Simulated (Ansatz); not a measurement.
## Run report: Ge, geometry relaxation (part 1 of 2)

System: Ge (P6/mmm, 3 atoms in the cell).
Method: DFT, LDA, PAW with Ansatz's default frozen-core files, scalar-relativistic, no spin polarisation (Ansatz 0.2.0).

The structure was built on a prototype by a generator; it need not be a known phase. Its volume is 0.51 times that of the source entry. It belongs to a series of runs on one base structure; here: omega relaxed under pressure, PAW files. Figures and captions count atoms from 1; the log counts them from 0 in places.

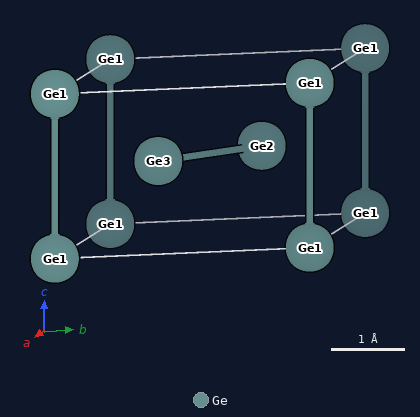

Figure 1. The input geometry (ball-and-stick view of the cell of the calculation, seen slightly off an axis; atoms are numbered from 1 in the order of the input). An atom can appear more than once, as a periodic image.

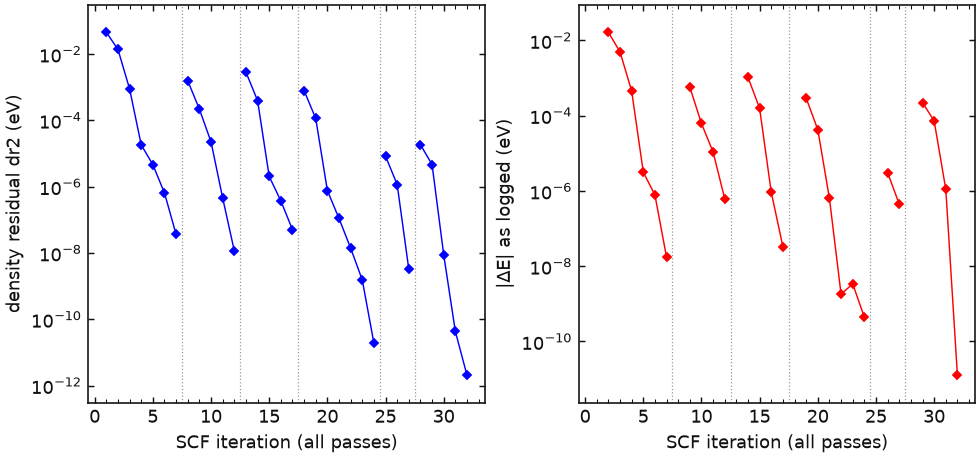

Figure 2. Convergence of the self-consistent field: density residual dr2 and size of the energy change against the SCF iteration. The dotted lines part the SCF passes of the relaxation: geometry steps, rejected trials and re-solves on a re-selected basis. The 6 passes take 3 to 7 iterations each, 32 in all.

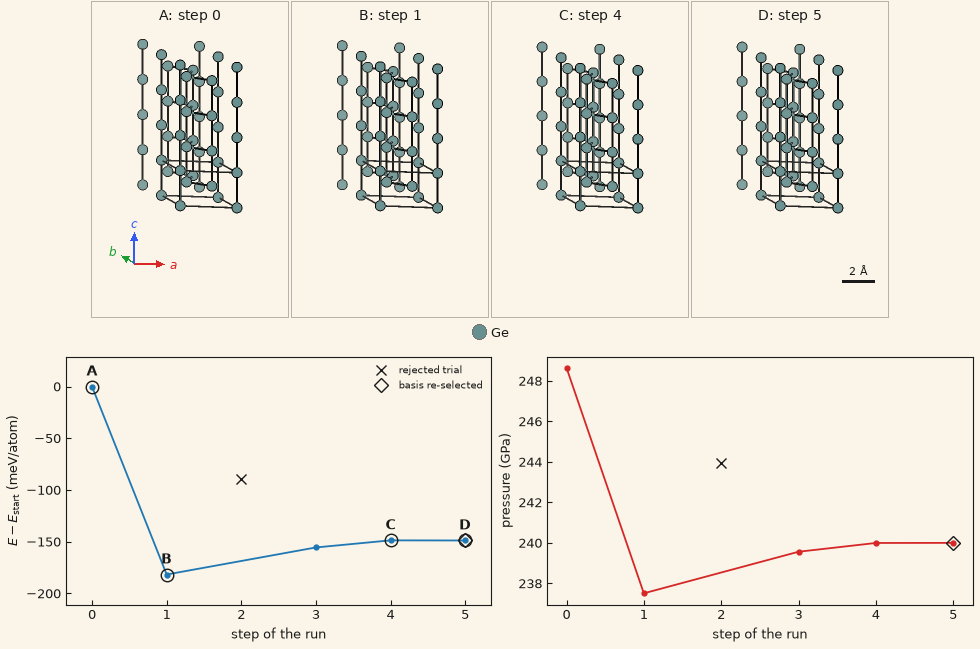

Figure 3. Frames of the relaxation (ball-and-stick view of the cell of the calculation, repeated 1 × 2 × 4, seen slightly off an axis) above the curves, on which the letters mark them (the first geometry is step 0 here and step 1 in the log).

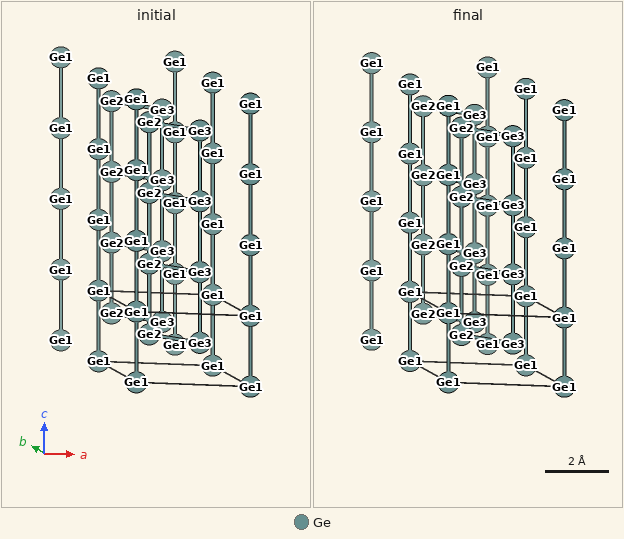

Figure 4. Before (left) and after (right) the relaxation, at one scale (ball-and-stick view of the cell of the calculation, repeated 1 × 2 × 4, seen slightly off an axis). The atoms keep their places relative to the cell (all moves are under 0.005 Å). The volume changes by +0.9 %, with a = b 3.705 → 3.765 Å (+1.6 %), c 2.297 → 2.245 Å (−2.3 %). Among the contacts that change: Ge1–Ge1 2.297 → 2.245 Å, Ge2–Ge3 2.139 → 2.173 Å. The space group stays P6/mmm (No. 191). After 4 geometry steps the energy has fallen by 149 meV per atom. All forces vanish by symmetry, so only the cell relaxes. The pressure goes from 248.65 to 240.00 GPa. The line search rejected the trial step at point 2 (counted from 0) and went back. A last SCF at the same geometry on a re-selected plane-wave basis shifts the energy by −0.1 meV per atom. (Atoms are counted from 1 in the order of the input.)

The input and output of the run follow.

Input
```yaml
crystal:
  lattice:
    - [3.7054892549, 0.0, 0.0]
    - [-1.8527446275, 3.2090478282, 0.0]
    - [0.0, 0.0, 2.2974033381]
  atoms:
    - { symbol: Ge, position: [0.0, 0.0, 0.0] }
    - { symbol: Ge, position: [0.3333333333, 0.6666666667, 0.5] }
    - { symbol: Ge, position: [0.6666666667, 0.3333333333, 0.5] }
kpoints:
  mp_grid: { grid: [10, 10, 13] }
scf:
  occupations: { method: fermi_dirac, width: 0.1 }
hamiltonian:
  xc: lda
  pseudopotentials: { kind: paw }
output:
  forces: true
  stress: true
  eigenvalues: true
relax:
  f_tol: 0.005
  max_steps: 40
  cell: { p_target: 240.0, stress_tol: 0.12 }
```

Launched with:
```bash
ansatz run input.yaml --threads 1 --pin off --max-ram 3584MiB --backend cpu --events-out ev --progress --plain --runs-dir out
```

Log
```
Engine: ansatz 0.2.0, aarch64-unknown-linux-gnu
Pseudopotentials: kind: paw
Pseudopotential: Ge, paw, valence charge 14, recommended cutoff 420 eV (normal), Ge.paw.azcp
Functional definition: SPW92
  exchange = slater_x
  correlation = pw_c
Crystal: 3 atoms, lattice volume = 27.319 Å³
Basis set: ecut = 420 eV, 511 PW (Γ)
Bands: 26, of which v1, the nominal top of the filled ones, is band 21 counted from 1 (20 counted from 0)
Symmetry: 24 space group operations
Space group: P6/mmm (ITA 191), of the structure as read, at distance tolerance 3.0e-5 Å
k-points: 98 of 1300
Non-local potential: Ge, projectors of the file, l = 0: 2, l = 1: 2, l = 2: 3, l = 3: 1
PAW form: soft (Blöchl's): semilocal exchange-correlation on the pseudo side does not see the compensation charge
PAW frozen core: Ge, regenerated for the run's functional, and the local potential with it (the file was generated under x = pbe(κ = 0.804, μ = 0.2195149727645171), c = pbe(β = 0.06672455060314922))
PAW one-centre angular grid: Ge, 590 points (default); XC on 64 Gauss nodes
Initial density: superposition of atomic densities (neutral atoms: chi_scale 0, normalization atom), corrected by the library's trained network
Initial wavefunctions: pseudopotential atomic-orbital guess
Functional: x = slater, c = lda
SCF iter   1: F=—  HF=-12635.272937 eV  |F-HF|=—  |Δ(HF+E_count)|=         —  Δρ=2.11e-2  dr2=4.55e-2  ethr=1.77e-3  ⟨swp⟩=7.3  Hψ=10878  notcnv=0  defer=1
preconditioner: auto → none  [metal: Δε(μ)=0.013 eV  Ē_g=27.014 eV  σ=0.100 eV  W_gap=0.03  n_scr=8 (ndim 8)  ℏωp=46.0 eV  f_vac=0.000  D(μ)=0.86/eV (n_scr^D=6)  sad-step TF]
SCF iter   2: F=—  HF=-12635.256442 eV  |F-HF|=—  |Δ(HF+E_count)|=   1.65e-2  Δρ=1.06e-2  dr2=1.38e-2  ethr=1.08e-4  ⟨swp⟩=2.1  Hψ=4787  notcnv=0  defer=2
SCF iter   3: F=—  HF=-12635.251492 eV  |F-HF|=—  |Δ(HF+E_count)|=   4.95e-3  Δρ=3.19e-3  dr2=8.88e-4  ethr=3.29e-5  ⟨swp⟩=2.3  Hψ=3500  notcnv=0  defer=2
SCF iter   4: F=—  HF=-12635.251038 eV  |F-HF|=—  |Δ(HF+E_count)|=   4.54e-4  Δρ=3.06e-4  dr2=1.82e-5  ethr=2.11e-6  ⟨swp⟩=2.0  Hψ=4253  notcnv=0  defer=2
SCF iter   5: F=—  HF=-12635.251034 eV  |F-HF|=—  |Δ(HF+E_count)|=   3.16e-6  Δρ=1.21e-4  dr2=4.62e-6  ethr=4.34e-8  ⟨swp⟩=2.0  Hψ=4614  notcnv=0  defer=2
SCF iter   6: F=—  HF=-12635.251034 eV  |F-HF|=—  |Δ(HF+E_count)|=   7.79e-7  Δρ=4.69e-5  dr2=6.42e-7  ethr=1.10e-8  ⟨swp⟩=2.2  Hψ=4278  notcnv=0  defer=2
SCF iter   7: F=-12635.251034 eV  HF=-12635.251034 eV  |F-HF|=2.86e-8  |Δ(HF+E_count)|=   1.74e-8  Δρ=1.09e-5  dr2=3.61e-8  ethr=2.38e-10  ⟨swp⟩=6.2  Hψ=11122  notcnv=0
SCF 1 converged in 7 iterations: F = -12635.251034 eV  dr2 = 3.61e-8
  greatest PAW one-centre occupation: 0.999 electrons in one spin orbital (limit 2), on the Ge atom at site 0 (counted from 0), in its partial waves of l = 2
relax step   1: F+E_penalty+E_count = -12635.25103356 eV  Δ(F+E_penalty+E_count) = +0.000e0 eV  max|allowed force component| = 5.243e-17 eV/Å  Δτ_max = 0.0000 Å  P = +248.650 GPa  Ω = 27.319 Å³  (7 SCF iters, dr2 threshold 1.00e-7 eV, accepted)
Crystal: 3 atoms, lattice volume = 27.633 Å³
Basis set: ecut = 420 eV, 547 PW (Γ)
Initial density: handed on by an earlier stage of this run
Initial wavefunctions: those handed on with the density
iter 1 solved again at ethr=3.99e-6 eV; its pass at ethr=3.10e-3 eV (dr2=1.67e-3 eV) is discarded
SCF iter   1: F=—  HF=-12635.796672 eV  |F-HF|=—  |Δ(HF+E_count)|=         —  Δρ=2.73e-3  dr2=1.56e-3  ethr=3.99e-6  ⟨swp⟩=2.5  Hψ=14312  notcnv=0
preconditioner: auto → none  [metal: Δε(μ)=0.026 eV  Ē_g=27.049 eV  σ=0.100 eV  W_gap=0.06  n_scr=8 (ndim 8)  ℏωp=45.8 eV  f_vac=0.000  D(μ)=0.67/eV (n_scr^D=6)]
SCF iter   2: F=—  HF=-12635.796099 eV  |F-HF|=—  |Δ(HF+E_count)|=   5.73e-4  Δρ=1.09e-3  dr2=2.18e-4  ethr=3.72e-6  ⟨swp⟩=2.1  Hψ=2871  notcnv=0
SCF iter   3: F=—  HF=-12635.796037 eV  |F-HF|=—  |Δ(HF+E_count)|=   6.24e-5  Δρ=2.59e-4  dr2=2.24e-5  ethr=5.20e-7  ⟨swp⟩=2.1  Hψ=4502  notcnv=0
SCF iter   4: F=—  HF=-12635.796026 eV  |F-HF|=—  |Δ(HF+E_count)|=   1.08e-5  Δρ=7.52e-5  dr2=4.55e-7  ethr=5.34e-8  ⟨swp⟩=2.0  Hψ=4623  notcnv=0
SCF iter   5: F=-12635.796026 eV  HF=-12635.796027 eV  |F-HF|=3.62e-8  |Δ(HF+E_count)|=   6.23e-7  Δρ=9.78e-6  dr2=1.16e-8  ethr=7.14e-10  ⟨swp⟩=5.6  Hψ=10220  notcnv=0
SCF 2 converged in 5 iterations: F = -12635.796026 eV  dr2 = 1.16e-8
relax step   2: F+E_penalty+E_count = -12635.79602648 eV  Δ(F+E_penalty+E_count) = -5.450e-1 eV  max|allowed force component| = 1.172e-16 eV/Å  Δτ_max = 0.0000 Å  P = +237.513 GPa  Ω = 27.633 Å³  energy of the carried Pulay correction = -3.821e-4 eV  (5 SCF iters, dr2 threshold 3.00e-7 eV, accepted)
Crystal: 3 atoms, lattice volume = 27.450 Å³
iter 1 solved again at ethr=6.67e-6 eV; its pass at ethr=3.10e-3 eV (dr2=2.80e-3 eV) is discarded
SCF iter   1: F=—  HF=-12635.521481 eV  |F-HF|=—  |Δ(HF+E_count)|=         —  Δρ=3.76e-3  dr2=2.85e-3  ethr=6.67e-6  ⟨swp⟩=1.7  Hψ=14510  notcnv=0
preconditioner: auto → none  [metal: Δε(μ)=0.030 eV  Ē_g=27.116 eV  σ=0.100 eV  W_gap=0.07  n_scr=8 (ndim 8)  ℏωp=45.9 eV  f_vac=0.000  D(μ)=0.95/eV (n_scr^D=6)]
SCF iter   2: F=—  HF=-12635.520433 eV  |F-HF|=—  |Δ(HF+E_count)|=   1.05e-3  Δρ=1.45e-3  dr2=3.96e-4  ethr=6.67e-6  ⟨swp⟩=1.5  Hψ=2618  notcnv=0
SCF iter   3: F=—  HF=-12635.520277 eV  |F-HF|=—  |Δ(HF+E_count)|=   1.56e-4  Δρ=1.15e-4  dr2=2.03e-6  ethr=9.42e-7  ⟨swp⟩=2.0  Hψ=3129  notcnv=0
SCF iter   4: F=—  HF=-12635.520276 eV  |F-HF|=—  |Δ(HF+E_count)|=   9.20e-7  Δρ=4.70e-5  dr2=3.73e-7  ethr=7.14e-10  ⟨swp⟩=6.7  Hψ=12145  notcnv=0
SCF iter   5: F=-12635.520276 eV  HF=-12635.520276 eV  |F-HF|=7.92e-8  |Δ(HF+E_count)|=   3.29e-8  Δρ=2.02e-5  dr2=5.06e-8  ethr=7.14e-10  ⟨swp⟩=5.0  Hψ=9368  notcnv=0
SCF 3 converged in 5 iterations: F = -12635.520276 eV  dr2 = 5.06e-8
relax step   3: F+E_penalty+E_count = -12635.52027608 eV  Δ(F+E_penalty+E_count) = +2.758e-1 eV  max|allowed force component| = 1.542e-17 eV/Å  Δτ_max = 0.0000 Å  P = +243.928 GPa  Ω = 27.450 Å³  energy of the carried Pulay correction = -1.011e-4 eV  (5 SCF iters, dr2 threshold 3.00e-7 eV, rejected (line search))
Crystal: 3 atoms, lattice volume = 27.570 Å³
iter 1 solved again at ethr=2.06e-6 eV; its pass at ethr=3.10e-3 eV (dr2=8.67e-4 eV) is discarded
```
